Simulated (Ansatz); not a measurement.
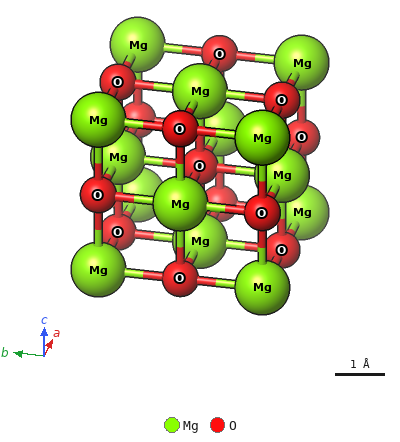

Figure 1. The starting structure (ball-and-stick view of the cell 4 times as large as that of the calculation, set on its symmetry axes, seen at an oblique angle). Near neighbours in the crystal (not all of them lie inside the picture): Mg has 6 O at 1.76 Å; O has 6 Mg at 1.76 Å.

Geometry relaxation, with input and output: MgO

- system: MgO (2 atoms in the cell)
- method: DFT PBE, scalar-relativistic, plane waves, PAW, no spin polarisation (Ansatz 0.2.0)

The structure derives from an entry of the Crystallography Open Database.

Input file:
```yaml
crystal:
  lattice:
    - [0.0, 1.7552448645, 1.7552448645]
    - [1.7552448645, 0.0, 1.7552448645]
    - [1.7552448645, 1.7552448645, 0.0]
  atoms:
    - { symbol: Mg, position: [0.0, 0.0, 0.0] }
    - { symbol: O, position: [0.5, 0.5, 0.5] }
basis:
  ecutwfc: 420
kpoints:
  mp_grid: { grid: [10, 10, 10] }
hamiltonian:
  xc: pbe
scf:
  occupations: { method: gaussian, width: 0.1 }
output:
  forces: true
  stress: true
  eigenvalues: true
relax:
  adjacent_minimum: "off"
  f_tol: 0.05
  max_steps: 60
  cell: { stress_tol: 2.8, p_target: 280.0 }
```

Machine: 1 thread of Arm Neoverse N1, 16 GiB of memory available, shared host.

Launched with:
```bash
ansatz run input.yaml --threads 1 --pin off --max-ram 2560MiB --backend cpu --events-out ev --progress --plain --runs-dir out
```

Output:
```
Engine: ansatz 0.2.0, aarch64-unknown-linux-gnu
Pseudopotentials: kind: paw
Pseudopotential: Mg, paw, valence charge 10, recommended cutoff 420 eV (normal), Mg.paw.azcp
Pseudopotential: O, paw, valence charge 6, recommended cutoff 420 eV (normal), O.paw.azcp
Functional definition: PBE
  parameter kappa = 0.804
  parameter beta = 0.06672455060314922
  exchange = pbe_x(kappa = kappa, mu = beta*pi^2/3)
  correlation = pbe_c(beta = beta)
Crystal: 2 atoms, lattice volume = 10.815 Å³
Basis set: ecut = 420 eV, 181 PW (Γ), exchange–correlation on 36×36×36 points (8 copies of the dense FFT grid, shifted against one another)
Bands: 12, of which v1, the nominal top of the filled ones, is band 8 counted from 1 (7 counted from 0)
Symmetry: 48 space group operations
Space group: Fm-3m (ITA 225), of the structure as read, at distance tolerance 2.2e-5 Å
k-points: 47 of 1000
Non-local potential: Mg, projectors of the file, l = 0: 3, l = 1: 2, l = 2: 1
Non-local potential: O, projectors of the file, l = 0: 2, l = 1: 2, l = 2: 1
PAW form: soft (Blöchl's): semilocal exchange-correlation on the pseudo side does not see the compensation charge
PAW one-centre angular grid: Mg, 110 points (default); XC on 64 Gauss nodes
PAW one-centre angular grid: O, 110 points (default); XC on 64 Gauss nodes
Initial density: superposition of atomic densities (neutral atoms: chi_scale 0, normalization atom), corrected by the library's trained network
Initial wavefunctions: pseudopotential atomic-orbital guess
Functional: x = pbe(κ = 0.804, μ = 0.2195149727645171), c = pbe(β = 0.06672455060314922)
SCF iter   1: F=—  HF=-2489.659844 eV  |F-HF|=—  |Δ(HF+E_count)|=         —  Δρ=2.68e-2  dr2=5.61e-2  ethr=1.77e-3  ⟨swp⟩=5.0  Hψ=3165  notcnv=0
preconditioner: auto → none  [insulator: Δε(μ)=8.747 eV  Ē_g=39.208 eV  σ=0.100 eV  W_gap=1.00  n_scr=0 (ndim 8)  ℏωp=42.2 eV  f_vac=0.000  D(μ)=0.00/eV (n_scr^D=0)  ε∞_Penn≈2.2]
SCF iter   2: F=—  HF=-2489.639133 eV  |F-HF|=—  |Δ(HF+E_count)|=   2.07e-2  Δρ=7.27e-3  dr2=2.84e-3  ethr=3.51e-4  ⟨swp⟩=2.4  Hψ=1228  notcnv=0
SCF iter   3: F=—  HF=-2489.638573 eV  |F-HF|=—  |Δ(HF+E_count)|=   5.60e-4  Δρ=2.53e-3  dr2=4.18e-4  ethr=1.77e-5  ⟨swp⟩=2.1  Hψ=696  notcnv=0
SCF iter   4: F=—  HF=-2489.638610 eV  |F-HF|=—  |Δ(HF+E_count)|=   3.68e-5  Δρ=1.46e-4  dr2=1.19e-6  ethr=2.61e-6  ⟨swp⟩=2.4  Hψ=836  notcnv=0
SCF iter   5: F=—  HF=-2489.638637 eV  |F-HF|=—  |Δ(HF+E_count)|=   2.73e-5  Δρ=4.02e-5  dr2=5.86e-8  ethr=7.43e-9  ⟨swp⟩=2.0  Hψ=881  notcnv=0
SCF iter   6: F=-2489.638637 eV  HF=-2489.638637 eV  |F-HF|=4.47e-10  |Δ(HF+E_count)|=   1.35e-7  Δρ=3.39e-6  dr2=5.54e-10  ethr=3.66e-10  ⟨swp⟩=3.0  Hψ=2113  notcnv=0
SCF 1 converged in 6 iterations: F = -2489.638637 eV  dr2 = 5.54e-10
  greatest PAW one-centre occupation: 1.002 electrons in one spin orbital (limit 2), on the Mg atom at site 0 (counted from 0), in its partial waves of l = 1
relax step   1: F+E_penalty+E_count = -2489.63863728 eV  Δ(F+E_penalty+E_count) = +0.000e0 eV  max|allowed force component| = 3.865e-29 eV/Å  Δτ_max = 0.0000 Å  P = +280.101 GPa  Ω = 10.815 Å³  (6 SCF iters, accepted)
Initial density: handed on by an earlier stage of this run
Initial wavefunctions: pseudopotential atomic-orbital guess (no wavefunctions were taken with the density)
iter 1 solved again at ethr=4.76e-8 eV; its pass at ethr=3.10e-3 eV (dr2=7.62e-6 eV) is discarded
SCF iter   1: F=—  HF=-2489.638609 eV  |F-HF|=—  |Δ(HF+E_count)|=         —  Δρ=5.45e-6  dr2=1.19e-9  ethr=4.76e-8  ⟨swp⟩=3.2  Hψ=4656  notcnv=0
eigensolver tolerance schedule: the retry pair's looser diagonalisation over-reported the residual by 6396.51 of it (diagonalisation noise at 0.11 of the residual, at the tolerance the schedule requests for it); recorded, not acted on — ethr = c·dr2/N_el stays at c = 1.0e-1
preconditioner: auto → none  [insulator: Δε(μ)=9.078 eV  Ē_g=39.122 eV  σ=0.100 eV  W_gap=1.00  n_scr=0 (ndim 8)  ℏωp=42.2 eV  f_vac=0.000  D(μ)=0.00/eV (n_scr^D=0)  ε∞_Penn≈2.2]
SCF iter   2: F=-2489.638637 eV  HF=-2489.638637 eV  |F-HF|=2.73e-12  |Δ(HF+E_count)|=   2.88e-5  Δρ=1.43e-6  dr2=9.94e-11  ethr=7.44e-12  ⟨swp⟩=6.0  Hψ=2645  notcnv=0
SCF 2 converged in 2 iterations: F = -2489.638637 eV  dr2 = 9.94e-11
relax step   2: F+E_penalty+E_count = -2489.63863728 eV  Δ(F+E_penalty+E_count) = -7.653e-10 eV  max|allowed force component| = 4.069e-29 eV/Å  Δτ_max = 0.0000 Å  P = +280.100 GPa  Ω = 10.815 Å³  stress off target by 1.00e-1 GPa  SCF on the basis re-selected at this cell (its energy is not comparable with the rows above)  (2 SCF iters)
basis re-selected at this cell: Δ(F+E_penalty+E_count) = -7.653e-10 eV, ΔP = -0.001 GPa vs the last step (what re-selecting the basis moved, of the pressure what is left beyond the Pulay correction that the steps carried, after the strain that the cell walked since its last selection, with what the two solves' SCF thresholds leave and, on support functions, any second-order correction that the steps lacked; it is no measure of the basis error at this ecutwfc). This SCF's stress stands 1.00e-1 GPa from its target on what of the cell is left free (relax.cell.stress_tol is 2.80e0 GPa) and its largest allowed force component is 4.07e-29 eV/Å (relax.f_tol is 5.00e-2 eV/Å): within both
SCF converged after 2 iterations
Free energy (F): -2489.638637 eV
Harris-Foulkes:  -2489.638637 eV  (|F-HF|=2.73e-12)
Internal energy: -2489.638637 eV  (E = F + TS)
E sigma→0 (E₀):  -2489.638637 eV
Fermi energy:    21.832342 eV
--- Per-component energies (eV) ---
  E_band       = -149.783576
  E_kinetic    = 278.206034
  E_local      = -1238.568269  (includes V_loc(G=0)·N_el)
  E_nonlocal   = 145.285634
  E_hartree    = 431.719565
  E_xc         = -111.562428
  E_vxc        = -143.475645  (∫ρ·V_xc dr)
  E_paw        = -447.674891  (= ΣΔE_a)
  E_vpaw       = -54.672959  (= ΣTr[D̂ρ^β])
  E_aug_tail   = 0.002672  (compensation charges beyond the density's cutoff)
  E_ewald      = -1547.046955
  E_smearing   = -0.000000  (= −TS)
  E_closure    = -0.000000  (closes the sum)
  Σ components = -2489.638637   (vs F -2489.638637, Δ=0.00e0)
--- Forces (eV/Å), atoms counted from 1 ---
  atom   1  Mg     0.00000000     0.00000000     0.00000000
  atom   2  O      0.00000000    -0.00000000    -0.00000000
  max |Σ_I F_I| component: 8.69e-29 eV/Å
--- Stress (GPa, compression-positive) ---
      280.100364       0.000000       0.000000
        0.000000     280.100364       0.000000
        0.000000       0.000000     280.100364
  P = ⅓ Tr σ = 280.1004 GPa (2801.004 kbar)
--- Band table (eV; the first three rows and the last of 47) ---
  k-point 0: bands = ["-53.9646", "-20.4528", "-20.4528", "-20.4528", "-3.6823", "17.2933", "17.2933", "17.2933", "29.4034", "35.9863", "35.9863", "35.9863"]
  k-point 1: bands = ["-53.9542", "-20.5256", "-20.4571", "-20.4571", "-3.4149", "16.4689", "17.1185", "17.1185", "29.9331", "34.5268", "36.4526", "36.4526"]
  k-point 2: bands = ["-53.9270", "-20.7109", "-20.4680", "-20.4680", "-2.6700", "14.5048", "16.6836", "16.6836", "30.4534", "33.6347", "37.6511", "37.6511"]
  k-point 46: bands = ["-53.8199", "-20.8832", "-20.7754", "-20.6841", "0.1514", "11.7458", "12.9758", "14.2711", "30.9424", "34.3536", "37.1066", "42.2557"]
--- Relaxed structure (1 steps of the walk, 1 accepted, 1 SCFs on fresh bases) ---
  F+E_penalty+E_count = -2489.63863728 eV   max|allowed force component| = 4.069e-29 eV/Å   (the final SCF, on the basis selected at the relaxed cell)
  cell:  # Å, volume = 10.8154 Å³
    - [0.0, 1.7552448645, 1.7552448645]
    - [1.7552448645, 0.0, 1.7552448645]
    - [1.7552448645, 1.7552448645, 0.0]
  atoms:
    - { symbol: Mg, position: [0.0, 0.0, 0.0] }
    - { symbol: O, position: [0.49999999999999994, 0.49999999999999994, 0.49999999999999994] }
```

Trajectory as extended XYZ (Å, eV, eV/Å), 2 frames, from step=1 to step=2:
```
2
Lattice="0.0000 1.7552 1.7552 1.7552 0.0000 1.7552 1.7552 1.7552 0.0000" Properties=species:S:1:pos:R:3:forces:R:3 step=1 energy=-2489.63864 pressure_GPa=280.10
Mg    0.0000    0.0000    0.0000    0.0000   0.0000   0.0000
O     1.7552    1.7552    1.7552    0.0000   0.0000   0.0000
2
Lattice="0.0000 1.7552 1.7552 1.7552 0.0000 1.7552 1.7552 1.7552 0.0000" Properties=species:S:1:pos:R:3:forces:R:3 step=2 energy=-2489.63864 pressure_GPa=280.10
Mg    0.0000    0.0000    0.0000    0.0000   0.0000   0.0000
O     1.7552    1.7552    1.7552    0.0000   0.0000   0.0000
```

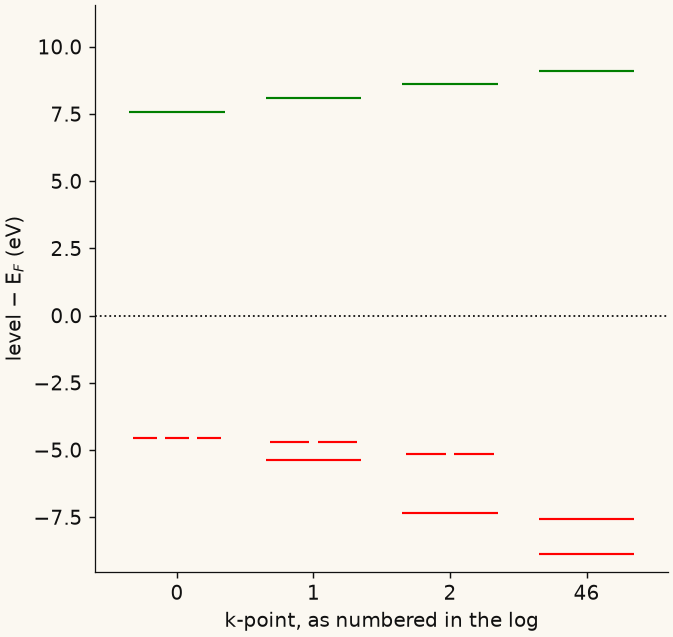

Figure 2. Kohn–Sham levels near the Fermi level (dotted) at the few k-points that the log prints; levels within 0.02 eV of each other stand side by side. Among these points the highest filled and lowest empty levels are 12.11 eV apart; the gap on the full mesh, 9.08 eV, has an edge at a point that isn't printed.

Summary:

| quantity | value |
| --- | --- |
| outcome | converged |
| space group (tolerance 0.01 Å) | Fm-3m (225) |
| electrons treated | 16 |
| free energy | −2489.6386 eV |
| Fermi energy | 21.832 eV |
| gap on the k-point mesh | 9.08 eV |
| pressure | 280.10 GPa |
| final volume | 10.82 Å³ |
| largest force (length of the vector) at the end | under 0.001 eV/Å |
| final cell | a = 2.482 Å, b = 2.482 Å, c = 2.482 Å, α = 60.00°, β = 60.00°, γ = 60.00° |
| wall time | 2.2 s |
| peak memory | 0.25 GiB |

The cell was relaxed to the target pressure of the input; what is minimised is then the enthalpy E + pV.
